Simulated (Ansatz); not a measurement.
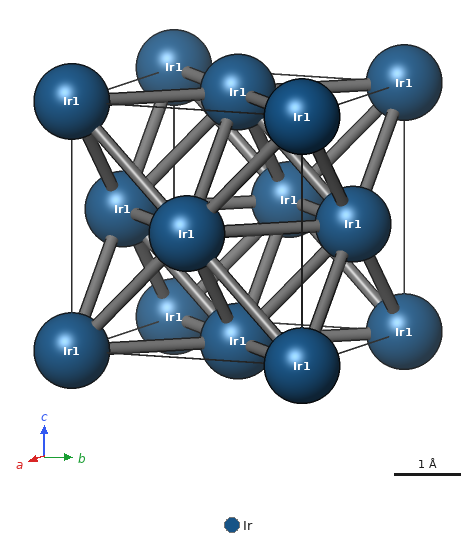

Figure 1. The starting structure (ball-and-stick view of the cell 4 times as large as that of the calculation, set on its symmetry axes, seen slightly off an axis; atoms are numbered from 1 in the order of the input). An atom can appear more than once, as a periodic image.

Ir: geometry relaxation

- system: Ir (Fm-3m, 1 atom in the cell)
- method: DFT PBEsol, scalar-relativistic, plane waves, PAW, no spin polarisation (Ansatz 0.2.0)

The structure derives from an entry of the Crystallography Open Database. Figures and captions count atoms from 1; the log counts them from 0 in places.

The program's output:
```
Engine: ansatz 0.2.0, x86_64-unknown-linux-gnu
Pseudopotentials: kind: paw
Pseudopotential: Ir, paw, valence charge 17, recommended cutoff 420 eV (normal), Ir.paw.azcp
Functional definition: PBEsol
  exchange = pbesol_x
  correlation = pbesol_c
Crystal: 1 atoms, lattice volume = 14.149 Å³
Basis set: ecut = 420 eV, 283 PW (Γ), exchange–correlation on 40×40×40 points (8 copies of the dense FFT grid, shifted against one another)
Bands: 13, of which v1, the nominal top of the filled ones, is band 9 counted from 1 (8 counted from 0)
Symmetry: 48 space group operations
Space group: Fm-3m (ITA 225), of the structure as read, at distance tolerance 2.4e-5 Å
k-points: 195 of 5832
Non-local potential: Ir, projectors of the file, l = 0: 3, l = 1: 2, l = 2: 2, l = 3: 1
PAW form: soft (Blöchl's): semilocal exchange-correlation on the pseudo side does not see the compensation charge
PAW frozen core: Ir, regenerated for the run's functional, and the local potential with it (the file was generated under x = pbe(κ = 0.804, μ = 0.2195149727645171), c = pbe(β = 0.06672455060314922))
PAW one-centre angular grid: Ir, 590 points (default); XC on 64 Gauss nodes
Initial density: superposition of atomic densities (neutral atoms: chi_scale 0, normalization atom), corrected by the library's trained network
Initial wavefunctions: pseudopotential atomic-orbital guess
Functional: x = pbesol(κ = 0.804, μ = 0.12345679012345678), c = pbesol(β = 0.046)
SCF iter   1: F=—  HF=-11799.037803 eV  |F-HF|=—  |Δ(HF+E_count)|=         —  Δρ=5.55e-3  dr2=1.88e-3  ethr=1.77e-3  ⟨swp⟩=5.0  Hψ=12747  notcnv=0
preconditioner: auto → none  [metal: Δε(μ)=0.018 eV  Ē_g=14.215 eV  σ=0.100 eV  W_gap=0.10  n_scr=0 (ndim 8)  ℏωp=29.6 eV  f_vac=0.000  D(μ)=1.01/eV (n_scr^D=14)]
SCF iter   2: F=—  HF=-11799.037452 eV  |F-HF|=—  |Δ(HF+E_count)|=   3.51e-4  Δρ=2.30e-3  dr2=1.10e-4  ethr=1.10e-5  ⟨swp⟩=2.4  Hψ=5204  notcnv=0
SCF iter   3: F=—  HF=-11799.037575 eV  |F-HF|=—  |Δ(HF+E_count)|=   1.23e-4  Δρ=1.04e-3  dr2=2.20e-5  ethr=6.48e-7  ⟨swp⟩=1.1  Hψ=2549  notcnv=0
SCF iter   4: F=—  HF=-11799.037607 eV  |F-HF|=—  |Δ(HF+E_count)|=   3.16e-5  Δρ=3.95e-5  dr2=8.02e-8  ethr=1.29e-7  ⟨swp⟩=2.1  Hψ=3352  notcnv=0
iter 5 did not close the SCF: its close was put off for the readings that it lacked (scf_convergence_deferred on its scf_iter line)
SCF iter   5: F=-11799.037607 eV  HF=-11799.037607 eV  |F-HF|=3.64e-9  |Δ(HF+E_count)|=   1.29e-8  Δρ=6.52e-6  dr2=5.06e-9  ethr=4.72e-10  ⟨swp⟩=2.4  Hψ=3680  notcnv=0
SCF iter   6: F=-11799.037607 eV  HF=-11799.037607 eV  |F-HF|=5.82e-11  |Δ(HF+E_count)|=   1.73e-9  Δρ=8.88e-7  dr2=8.26e-11  ethr=2.98e-11  ⟨swp⟩=3.0  Hψ=8157  notcnv=0
SCF 1 converged in 6 iterations: F = -11799.037607 eV  dr2 = 8.26e-11
  greatest PAW one-centre occupation: 1.000 electrons in one spin orbital (limit 2), on the Ir atom at site 0 (counted from 0), in its partial waves of l = 0
relax step   1: F+E_penalty+E_count = -11799.03760661 eV  Δ(F+E_penalty+E_count) = +0.000e0 eV  max|allowed force component| = 0.000e0 eV/Å  Δτ_max = 0.0000 Å  P = -2.719 GPa  Ω = 14.149 Å³  (6 SCF iters, dr2 threshold 1.00e-7 eV, accepted)
Crystal: 1 atoms, lattice volume = 13.865 Å³
Initial density: handed on by an earlier stage of this run
Initial wavefunctions: those handed on with the density
iter 1 solved again at ethr=4.14e-7 eV; its pass at ethr=3.10e-3 eV (dr2=7.03e-5 eV) is discarded
SCF iter   1: F=—  HF=-11799.035646 eV  |F-HF|=—  |Δ(HF+E_count)|=         —  Δρ=8.97e-4  dr2=5.73e-5  ethr=4.14e-7  ⟨swp⟩=1.5  Hψ=16863  notcnv=0
preconditioner: auto → none  [metal: Δε(μ)=0.020 eV  Ē_g=14.467 eV  σ=0.100 eV  W_gap=0.11  n_scr=0 (ndim 8)  ℏωp=29.9 eV  f_vac=0.000  D(μ)=0.97/eV (n_scr^D=14)]
SCF iter   2: F=—  HF=-11799.035646 eV  |F-HF|=—  |Δ(HF+E_count)|=   1.55e-7  Δρ=3.90e-4  dr2=5.31e-6  ethr=3.37e-7  ⟨swp⟩=2.1  Hψ=3279  notcnv=0
SCF iter   3: F=—  HF=-11799.035651 eV  |F-HF|=—  |Δ(HF+E_count)|=   4.27e-6  Δρ=1.31e-4  dr2=6.70e-7  ethr=3.12e-8  ⟨swp⟩=1.3  Hψ=2958  notcnv=0
SCF iter   4: F=-11799.035651 eV  HF=-11799.035651 eV  |F-HF|=4.97e-10  |Δ(HF+E_count)|=   6.85e-7  Δρ=7.95e-6  dr2=3.05e-9  ethr=5.88e-10  ⟨swp⟩=4.8  Hψ=10044  notcnv=0
SCF 2 converged in 4 iterations: F = -11799.035651 eV  dr2 = 3.05e-9
relax step   2: F+E_penalty+E_count = -11799.03565126 eV  Δ(F+E_penalty+E_count) = +1.955e-3 eV  max|allowed force component| = 0.000e0 eV/Å  Δτ_max = 0.0000 Å  P = +5.224 GPa  Ω = 13.865 Å³  energy of the carried Pulay correction = +1.204e-4 eV  (4 SCF iters, dr2 threshold 1.00e-7 eV, rejected (line search))
Crystal: 1 atoms, lattice volume = 14.051 Å³
iter 1 solved again at ethr=1.11e-7 eV; its pass at ethr=3.10e-3 eV (dr2=1.88e-5 eV) is discarded
SCF iter   1: F=—  HF=-11799.038509 eV  |F-HF|=—  |Δ(HF+E_count)|=         —  Δρ=5.84e-4  dr2=2.47e-5  ethr=1.11e-7  ⟨swp⟩=2.9  Hψ=17877  notcnv=0
preconditioner: auto → none  [metal: Δε(μ)=0.018 eV  Ē_g=14.306 eV  σ=0.100 eV  W_gap=0.10  n_scr=0 (ndim 8)  ℏωp=29.7 eV  f_vac=0.000  D(μ)=1.00/eV (n_scr^D=14)]
SCF iter   2: F=—  HF=-11799.038510 eV  |F-HF|=—  |Δ(HF+E_count)|=   8.23e-7  Δρ=2.57e-4  dr2=2.38e-6  ethr=1.11e-7  ⟨swp⟩=2.0  Hψ=3417  notcnv=0
SCF iter   3: F=—  HF=-11799.038510 eV  |F-HF|=—  |Δ(HF+E_count)|=   2.85e-8  Δρ=8.62e-5  dr2=3.03e-7  ethr=1.40e-8  ⟨swp⟩=1.5  Hψ=3155  notcnv=0
SCF iter   4: F=—  HF=-11799.038511 eV  |F-HF|=—  |Δ(HF+E_count)|=   1.51e-6  Δρ=5.13e-6  dr2=1.22e-9  ethr=1.78e-9  ⟨swp⟩=2.0  Hψ=3200  notcnv=0
SCF iter   5: F=-11799.038511 eV  HF=-11799.038511 eV  |F-HF|=5.46e-12  |Δ(HF+E_count)|=  7.46e-10  Δρ=1.60e-7  dr2=5.74e-13  ethr=1.00e-12  ⟨swp⟩=4.4  Hψ=11591  notcnv=0
SCF 3 converged in 5 iterations: F = -11799.038511 eV  dr2 = 5.74e-13
relax step   3: F+E_penalty+E_count = -11799.03851140 eV  Δ(F+E_penalty+E_count) = -9.048e-4 eV  max|allowed force component| = 0.000e0 eV/Å  Δτ_max = 0.0000 Å  P = -0.073 GPa  Ω = 14.051 Å³  energy of the carried Pulay correction = +4.148e-5 eV  (5 SCF iters, accepted)
Crystal: 1 atoms, lattice volume = 14.048 Å³
iter 1 solved again at ethr=2.69e-11 eV; its pass at ethr=3.10e-3 eV (dr2=4.58e-9 eV) is discarded
SCF iter   1: F=—  HF=-11799.038513 eV  |F-HF|=—  |Δ(HF+E_count)|=         —  Δρ=8.54e-6  dr2=5.40e-9  ethr=2.69e-11  ⟨swp⟩=2.6  Hψ=16933  notcnv=0
preconditioner: auto → none  [metal: Δε(μ)=0.018 eV  Ē_g=14.308 eV  σ=0.100 eV  W_gap=0.10  n_scr=0 (ndim 8)  ℏωp=29.7 eV  f_vac=0.000  D(μ)=0.99/eV (n_scr^D=14)]
SCF iter   2: F=-11799.038513 eV  HF=-11799.038513 eV  |F-HF|=3.95e-10  |Δ(HF+E_count)|=   1.26e-7  Δρ=3.71e-6  dr2=4.94e-10  ethr=2.69e-11  ⟨swp⟩=3.1  Hψ=6698  notcnv=0
SCF 4 converged in 2 iterations: F = -11799.038513 eV  dr2 = 4.94e-10
relax step   4: F+E_penalty+E_count = -11799.03851314 eV  Δ(F+E_penalty+E_count) = -1.736e-6 eV  max|allowed force component| = 0.000e0 eV/Å  Δτ_max = 0.0000 Å  P = +0.001 GPa  Ω = 14.048 Å³  energy of the carried Pulay correction = +4.262e-5 eV  (2 SCF iters, dr2 threshold 1.32e-8 eV, accepted)
Initial wavefunctions: pseudopotential atomic-orbital guess (no wavefunctions were taken with the density)
iter 1 solved again at ethr=6.28e-8 eV; its pass at ethr=3.10e-3 eV (dr2=1.07e-5 eV) is discarded
SCF iter   1: F=—  HF=-11799.038466 eV  |F-HF|=—  |Δ(HF+E_count)|=         —  Δρ=2.35e-5  dr2=1.42e-8  ethr=6.28e-8  ⟨swp⟩=3.1  Hψ=19233  notcnv=0
SCF iter   2: F=—  HF=-11799.038466 eV  |F-HF|=—  |Δ(HF+E_count)|=   2.57e-7  Δρ=1.07e-5  dr2=2.65e-9  ethr=8.37e-11  ⟨swp⟩=2.4  Hψ=4087  notcnv=0
SCF iter   3: F=—  HF=-11799.038466 eV  |F-HF|=—  |Δ(HF+E_count)|=  4.84e-10  Δρ=9.71e-7  dr2=5.68e-11  ethr=1.56e-11  ⟨swp⟩=2.9  Hψ=3927  notcnv=0
SCF iter   4: F=-11799.038466 eV  HF=-11799.038466 eV  |F-HF|=3.64e-12  |Δ(HF+E_count)|=  7.28e-12  Δρ=3.37e-7  dr2=3.70e-12  ethr=1.00e-12  ⟨swp⟩=5.0  Hψ=9298  notcnv=0
SCF 5 converged in 4 iterations: F = -11799.038466 eV  dr2 = 3.70e-12
relax step   5: F+E_penalty+E_count = -11799.03846594 eV  Δ(F+E_penalty+E_count) = +4.720e-5 eV  max|allowed force component| = 0.000e0 eV/Å  Δτ_max = 0.0000 Å  P = +0.008 GPa  Ω = 14.048 Å³  stress off target by 8.07e-3 GPa  SCF on the basis re-selected at this cell (its energy is not comparable with the rows above)  (4 SCF iters)
```

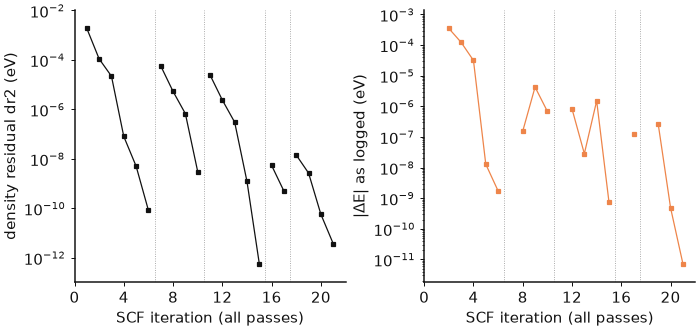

Figure 2. Convergence of the self-consistent field: density residual dr2 and size of the energy change against the SCF iteration. The dotted lines part the SCF passes of the relaxation: geometry steps, rejected trials and re-solves on a re-selected basis. The 5 passes take 2 to 6 iterations each, 21 in all.

```
basis re-selected at this cell: Δ(F+E_penalty+E_count) = +4.720e-5 eV, ΔP = +0.007 GPa vs the last step (what re-selecting the basis moved, of the pressure what is left beyond the Pulay correction that the steps carried, after the strain that the cell walked since its last selection, with what the two solves' SCF thresholds leave and, on support functions, any second-order correction that the steps lacked; it is no measure of the basis error at this ecutwfc). This SCF's stress stands 8.07e-3 GPa from its target on what of the cell is left free (relax.cell.stress_tol is 5.00e-2 GPa) and its largest allowed force component is 0.00e0 eV/Å (relax.f_tol is 5.00e-3 eV/Å): within both
SCF converged after 4 iterations
Free energy (F): -11799.038466 eV
Harris-Foulkes:  -11799.038466 eV  (|F-HF|=3.64e-12)
Internal energy: -11799.033491 eV  (E = F + TS)
E sigma→0 (E₀):  -11799.035979 eV
Entropy (-TS):   -0.004974 eV (-4.974 meV/atom)
Fermi energy:    25.920692 eV
--- Per-component energies (eV) ---
  E_band       = -82.131330
  E_kinetic    = 623.503289
  E_local      = -1058.008085  (includes V_loc(G=0)·N_el)
  E_nonlocal   = 75.806727
  E_hartree    = 405.504624
  E_xc         = -266.683997
  E_vxc        = -299.940512  (∫ρ·V_xc dr)
  E_paw        = -9088.723671  (= ΣΔE_a)
  E_vpaw       = -234.502082  (= ΣTr[D̂ρ^β])
  E_aug_tail   = 0.000051  (compensation charges beyond the density's cutoff)
  E_ewald      = -2490.697712
  E_core_change = 0.265285  (= ΣΔE_core)
  E_smearing   = -0.004974  (= −TS)
  E_closure    = 0.000000  (closes the sum)
  Σ components = -11799.038466   (vs F -11799.038466, Δ=0.00e0)
--- Forces (eV/Å), atoms counted from 1 ---
  atom   1  Ir     0.00000000     0.00000000     0.00000000
  max |Σ_I F_I| component: 1.03e-32 eV/Å
--- Stress (GPa, compression-positive) ---
        0.008068      -0.000000      -0.000000
       -0.000000       0.008068      -0.000000
       -0.000000      -0.000000       0.008068
  P = ⅓ Tr σ = 0.0081 GPa (0.081 kbar)
--- Band table (eV; the first three rows and the last of 195) ---
  k-point 0: bands = ["-67.0346", "-23.4761", "-23.4761", "-23.4761", "14.6255", "21.9363", "21.9363", "21.9363", "24.6845", "24.6845", "39.4284", "44.9687", "44.9687"]
  k-point 1: bands = ["-67.0325", "-23.5017", "-23.4796", "-23.4796", "14.7652", "21.8601", "21.9969", "21.9969", "24.6438", "24.6438", "39.6719", "44.3158", "45.2019"]
  k-point 2: bands = ["-67.0266", "-23.5748", "-23.4896", "-23.4896", "15.1693", "21.6649", "22.1556", "22.1556", "24.5546", "24.5546", "40.3415", "42.9859", "45.8824"]
  k-point 194: bands = ["-66.9437", "-24.0536", "-23.9728", "-23.7852", "19.4505", "20.4216", "21.4910", "24.1519", "27.4027", "34.0735", "34.2493", "35.5300", "39.2282"]
--- Relaxed structure (4 steps of the walk, 3 accepted, 1 SCFs on fresh bases) ---
  F+E_penalty+E_count = -11799.03846594 eV   max|allowed force component| = 0.000e0 eV/Å   (the final SCF, on the basis selected at the relaxed cell)
  cell:  # Å, volume = 14.0480 Å³
    - [6.623983642764266e-34, 1.9151152068887176, 1.9151152068887176]
    - [1.9151152068887176, -3.057223219737354e-34, 1.9151152068887176]
    - [1.9151152068887176, 1.9151152068887176, 4.58583482960603e-34]
  atoms:
    - { symbol: Ir, position: [0.0, 0.0, 0.0] }
```

Trajectory as extended XYZ (Å, eV, eV/Å), 5 frames, from step=1 to step=5:
```
1
Lattice="0.0000 1.9197 1.9197 1.9197 0.0000 1.9197 1.9197 1.9197 0.0000" Properties=species:S:1:pos:R:3:forces:R:3 step=1 energy=-11799.03761 pressure_GPa=-2.72
Ir    0.0000    0.0000    0.0000    0.0000   0.0000   0.0000
1
Lattice="0.0000 1.9068 1.9068 1.9068 0.0000 1.9068 1.9068 1.9068 0.0000" Properties=species:S:1:pos:R:3:forces:R:3 step=2 energy=-11799.03565 pressure_GPa=5.22 accepted=F
Ir    0.0000    0.0000    0.0000    0.0000   0.0000   0.0000
1
Lattice="0.0000 1.9152 1.9152 1.9152 0.0000 1.9152 1.9152 1.9152 0.0000" Properties=species:S:1:pos:R:3:forces:R:3 step=3 energy=-11799.03851 pressure_GPa=-0.07
Ir    0.0000    0.0000    0.0000    0.0000   0.0000   0.0000
1
Lattice="0.0000 1.9151 1.9151 1.9151 0.0000 1.9151 1.9151 1.9151 0.0000" Properties=species:S:1:pos:R:3:forces:R:3 step=4 energy=-11799.03851 pressure_GPa=0.00
Ir    0.0000    0.0000    0.0000    0.0000   0.0000   0.0000
1
Lattice="0.0000 1.9151 1.9151 1.9151 0.0000 1.9151 1.9151 1.9151 0.0000" Properties=species:S:1:pos:R:3:forces:R:3 step=5 energy=-11799.03847 pressure_GPa=0.01
Ir    0.0000    0.0000    0.0000    0.0000   0.0000   0.0000
```

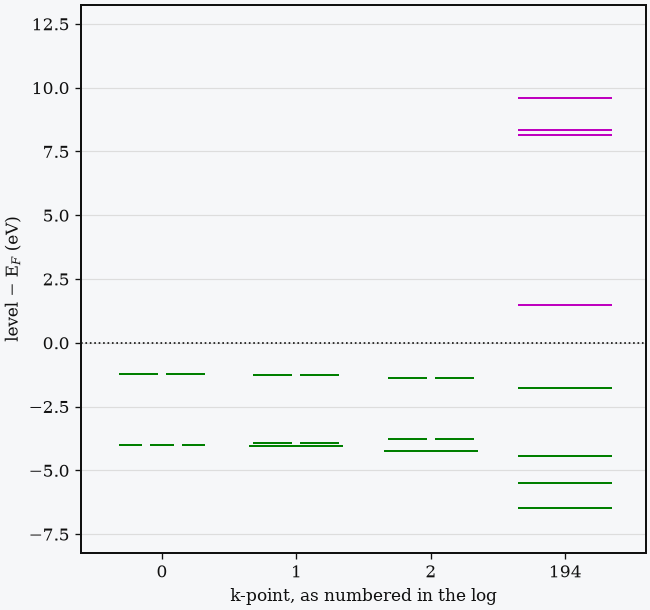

Figure 3. Kohn–Sham levels near the Fermi level (dotted) at the few k-points that the log prints; levels within 0.02 eV of each other stand side by side. The system is metallic on the full mesh.

The run was set up as follows.

The input:
```yaml
crystal:
  lattice:
    - [0.0, 1.9197, 1.9197]
    - [1.9197, 0.0, 1.9197]
    - [1.9197, 1.9197, 0.0]
  atoms:
    - { symbol: Ir, position: [0.0, 0.0, 0.0] }
basis:
  ecutwfc: 420
kpoints:
  mp_grid: { grid: [18, 18, 18] }
hamiltonian:
  xc: pbesol
scf:
  occupations: { method: gaussian, width: 0.1 }
output:
  forces: true
  stress: true
  eigenvalues: true
relax:
  adjacent_minimum: "off"
  f_tol: 0.005
  max_steps: 80
  cell: { stress_tol: 0.05 }
```

Run as:
```bash
ansatz run input.yaml --threads 2 --pin off --max-ram 5120MiB --backend cpu --events-out ev --progress --plain --runs-dir out
```

Results in brief:

| quantity | value |
| --- | --- |
| outcome | converged |
| space group (tolerance 0.01 Å) | Fm-3m (225) |
| electrons treated | 17 |
| free energy | −11799.0385 eV |
| Fermi energy | 25.921 eV |
| gap on the k-point mesh | none (metallic) |
| pressure | 0.01 GPa |
| final volume | 14.05 Å³ |
| largest force (length of the vector) at the end | under 0.001 eV/Å |
| final cell | a = 2.708 Å, b = 2.708 Å, c = 2.708 Å, α = 60.00°, β = 60.00°, γ = 60.00° |
| hardware | 2 threads of Intel Xeon @ 2.90GHz (Ice Lake), 192 GiB of memory available, shared host |
| wall time | 6 s (CPU time 11 s) |
| peak memory | 0.37 GiB |

Remarks:

Spin–orbit coupling is left out, which matters for Ir.
